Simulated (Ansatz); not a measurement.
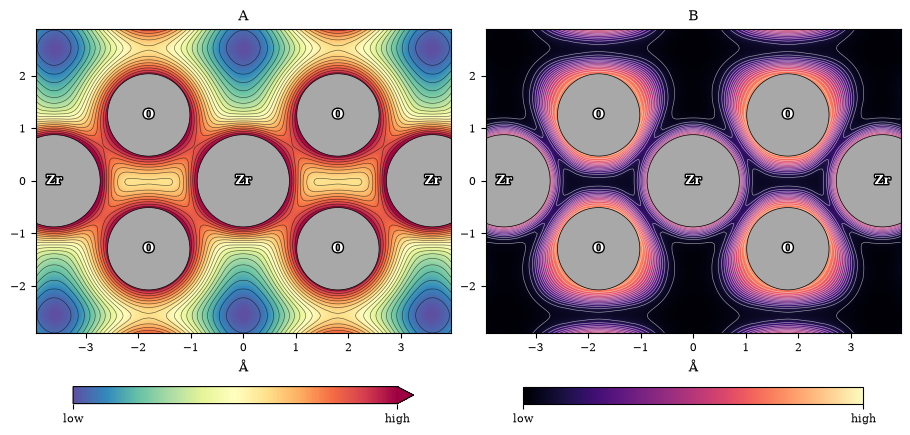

ZrO$_{2}$: 2 fields on the (100) plane of the conventional cell, with unlabelled colour scales. Grey discs cover the atomic cores.

Space group I4mm; started from the fluorite prototype; changed on purpose from its base cell (atom 1 (Zr) moved 0.02 A along y).

Computed with Ansatz 0.2.0, DFT r2SCAN, scalar-relativistic, plane waves, PAW.

```xyz
6
Lattice="-2.5446 0.0000 -2.5446 -2.5446 0.0000 2.5446 0.0000 5.0893 0.0000" Properties=species:S:1:pos:R:3 pbc="T T T"
Zr    0.0000    0.0200    0.0000
Zr   -2.5446    2.5646    0.0000
O    -1.2723    1.2723   -1.2723
O    -1.2723    3.8170    1.2723
O    -1.2723    3.8170   -1.2723
O    -1.2723    1.2723    1.2723
```

The panels show electron localisation function and valence pseudo-density in some order. Assign them.

Panel A: valence pseudo-density. Panel B: electron localisation function. From the grid: Zr–O (2.22 Å): ρ is about 0.51 e/Å³ halfway; the ELF peaks at about 0.85 in the valence shell of O, 0.6 Å from its nucleus, and drops to about 0.15 between the two atoms (no shared electron pair shows on this line).
